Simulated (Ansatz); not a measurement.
A series of calculations on NbP

**1. Relaxation**

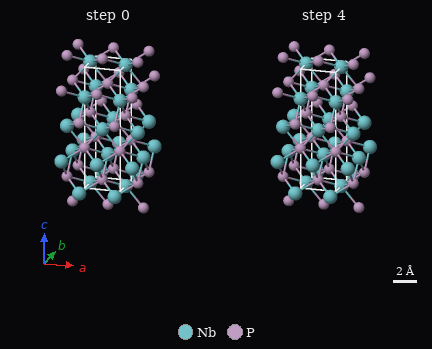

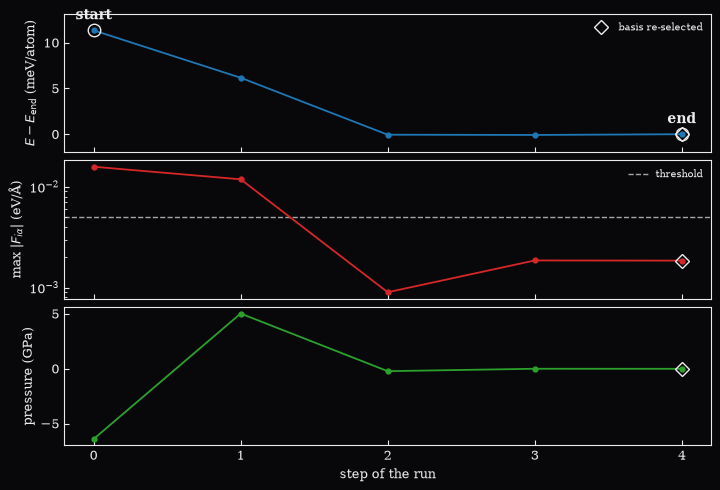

First and last geometry of a relaxation of crystalline NbP (set up in I4_1md), with the history of the run. The picture is a ball-and-stick view of the conventional cell (2 times the calculation's cell), seen from a free direction. Lengths and directions refer to the drawn axes.

Method: DFT PBEsol, scalar-relativistic, plane waves, PAW (Ansatz). Settings: plane-wave cutoff 420 eV; k-point mesh 18 × 18 × 18; occupations gaussian; smearing width 0.1 eV; no spin polarisation; cell and atoms relaxed; force threshold 0.005 eV/Å; at most 80 steps.

What do the curves and the structures tell?

Answer. It converged. No atom moves by more than 0.005 Å relative to the cell. The drawn cell changes as follows: a = b 3.350 → 3.320 Å (−0.9 %), c 11.480 → 11.290 Å (−1.7 %); the volume changes by −3.4 %. Among the contacts that change: Nb–Nb 3.323 → 3.275 Å, Nb–P 2.553 → 2.525 Å. The space group stays I4_1md (No. 109). After 3 accepted moves (4 points after the start) the energy has fallen by 11.3 meV per atom. Largest force component: 0.016 eV/Å at the start, 0.0019 eV/Å at the end. Pressure: −6.41 GPa at the start and −0.01 GPa at the end. The SCF was repeated once at an unchanged geometry on a basis and grid sized afresh for the cell, which shifted the energy by 0.1 meV per atom at most.

**2. Relaxation**

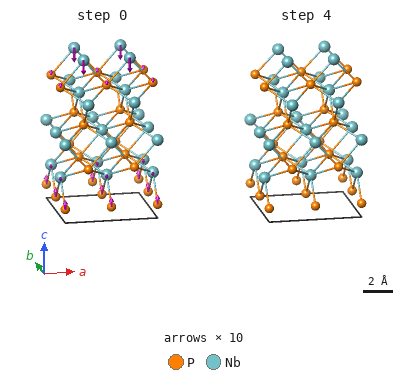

The structure of a slab of composition NbP (cut from the I4_1md phase) before (left) and after (right) a relaxation, at one scale. The purple arrows give the displacements, magnified 10 times.

Style: ball-and-stick. Shown: the 2 × 2 repeat of the cell, outlined in the plane, without the vacuum, slightly off an axis.

Case: (0 0 1) slab, atoms relaxed. The slab is the (0 0 1) face of NbP.

Computed with DFT PBEsol, scalar-relativistic, plane waves, PAW (Ansatz 0.2.0). Settings: plane-wave cutoff 420 eV; k-point mesh 10 × 10 × 1; occupations gaussian; smearing width 0.1 eV; no spin polarisation; dipole correction; atoms relaxed in a fixed cell; force threshold 0.02 eV/Å; at most 60 steps.

Q: Summarise the run.

A: The largest move relative to the layer's centre is that of a Nb atom, 0.11 Å along the normal (−c). Largest moves by element: Nb 0.11 Å, P 0.07 Å. The cell doesn't change. Some distances before and after: Nb–P 2.519 → 2.410 Å, Nb–Nb 3.275 → 3.185 Å, Nb–P 2.519 → 2.442 Å, Nb–Nb 3.275 → 3.311 Å. Among the angles between lasting bonds that change: Nb–P–Nb 82.5° → 87.1°, P–Nb–P 82.5° → 87.1°, Nb–P–Nb 82.5° → 85.7°. After 4 geometry steps the energy has fallen by 0.135 eV per cell of the calculation. Largest force component: 1.3 eV/Å at the start, 0.011 eV/Å at the end.

**3. A change**

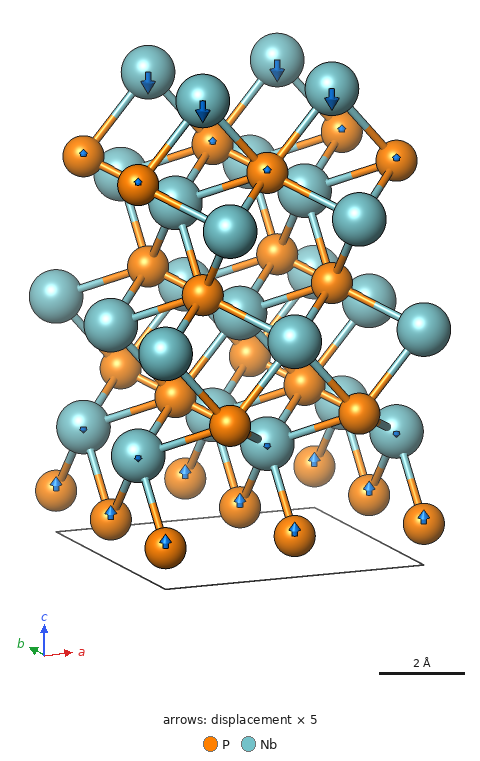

A (0 0 1) slab of NbP as cut from the relaxed bulk. The blue arrows show how the atoms are displaced, magnified 5 times. Style: ball-and-stick. Shown: the 2 × 2 repeat of the cell, outlined in the plane, without the vacuum, slightly off an axis.

The calculation used DFT PBEsol, scalar-relativistic, plane waves, PAW (Ansatz). (plane-wave cutoff 420 eV; occupations gaussian; smearing width 0.1 eV; no spin polarisation) The k-mesh is chosen for each cell (10×10×6, 10×10×1).

**What was done to the structure, and with what result?**

The atoms of the slab are relaxed at the bulk's in-plane cell. The surface energy (mean of the two faces) falls from 4.52 to 4.42 J/m². The top spacing, between the Nb and P planes, goes from 1.89 to 1.75 Å (−7.7 %), the bottom one (P to Nb) from 1.89 to 1.79 Å (−5.4 %). The cell stays as it was. A Nb atom moves most relative to the layer's centre: 0.11 Å along the normal (−c). Largest moves by element: Nb 0.11 Å, P 0.07 Å. Some distances before and after: Nb–P 2.522 → 2.410 to 2.543 Å.
